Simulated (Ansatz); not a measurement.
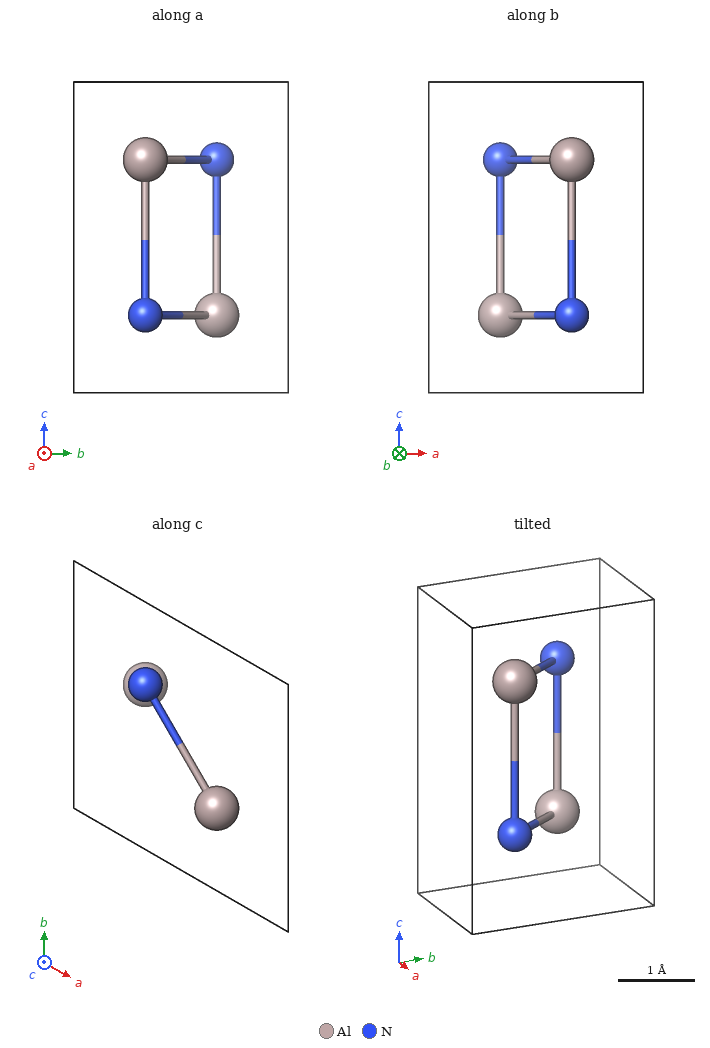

View along the a axis, along the b axis, along the c axis and slightly off an axis, drawn as a ball-and-stick model. Lines trace the edges of the conventional unit cell.

Lattice parameters: a = 3.2923 Å, b = 3.2923 Å, c = 4.1370 Å, α = 90.000°, β = 90.000°, γ = 120.000°.

### Put the structure into a CIF in P1 with every atom of the cell.

```cif
data_structure
_symmetry_space_group_name_H-M 'P 1'
_symmetry_Int_Tables_number 1
_cell_length_a 3.2923
_cell_length_b 3.2923
_cell_length_c 4.1370
_cell_angle_alpha 90.000
_cell_angle_beta 90.000
_cell_angle_gamma 120.000
_cell_volume 38.83
loop_
_atom_site_label
_atom_site_type_symbol
_atom_site_fract_x
_atom_site_fract_y
_atom_site_fract_z
_atom_site_occupancy
Al1 Al 0.3333 0.6667 0.2500 1
Al2 Al 0.6667 0.3333 0.7500 1
N1 N 0.6667 0.3333 0.2500 1
N2 N 0.3333 0.6667 0.7500 1
```

Provenance: a structure type filled with these elements by a generator (whether the compound takes this form wasn't checked). Earlier steps of the study may have refined or changed the cell and positions. It went into a calculation with Ansatz.
